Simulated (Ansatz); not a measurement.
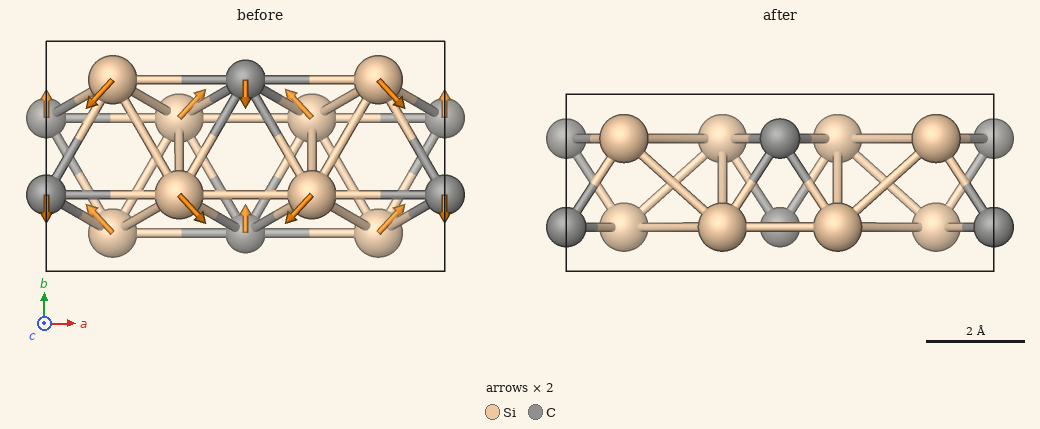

The structure of crystalline Si$_{2}$C (a generated structure, set up in Cmcm) (coarse preliminary run) before (left) and after (right) a relaxation, at one scale. The orange arrows give the displacements (the part carried along by the change of the cell is left out), 2 times their true length.

The picture is a ball-and-stick view of the conventional cell (2 times the calculation's cell), seen along the c axis. Lengths and directions refer to the drawn axes.

Level of theory: Ansatz 0.2.0, DFT PBE, scalar-relativistic, plane waves, PAW. Settings: plane-wave cutoff 420 eV; k-point mesh 6 × 6 × 4; occupations gaussian; smearing width 0.1 eV; no spin polarisation; cell and atoms relaxed; force threshold 0.04 eV/Å; at most 70 steps.

### Summarise the run.

Over 11 accepted moves (14 points after the start) the energy falls by 4.040 eV per cell of the calculation. The largest force component goes from 0.41 to 0.0057 eV/Å. Pressure: −16.42 GPa at the start and 0.00 GPa at the end. The line search rejected the trial step at point 9 of the run. The SCF was repeated twice at an unchanged geometry on a basis and grid sized afresh for the cell, which shifted the energy by 1.3 meV per cell of the calculation at most. The largest moves relative to the cell, 0.41 Å, are those of Si atoms. By element the largest moves are Si 0.41 Å, C 0.30 Å. Cell: a 8.190 → 8.785 Å (+7.3 %), b 4.728 → 3.642 Å (−23.0 %), c 4.463 → 4.012 Å (−10.1 %). Volume −25.7 %. Among the contacts that change: Si–Si 3.862 → 2.709 Å, C–Si 2.730 → 2.172 Å, C–Si 2.730 → 3.209 Å, C–Si 2.732 → 2.329 Å. Among the angles between lasting bonds that change: Si–Si–Si 120.0° → 83.9°, Si–Si–Si 120.0° → 138.0°, Si–Si–Si 109.5° → 95.5°. The space group (tolerance 0.01 Å) goes from Cmcm (No. 63) to Fmmm (No. 69). Cost: 60 s on 1 thread of Arm Neoverse V1 (shared host), peak memory 0.35 GiB.
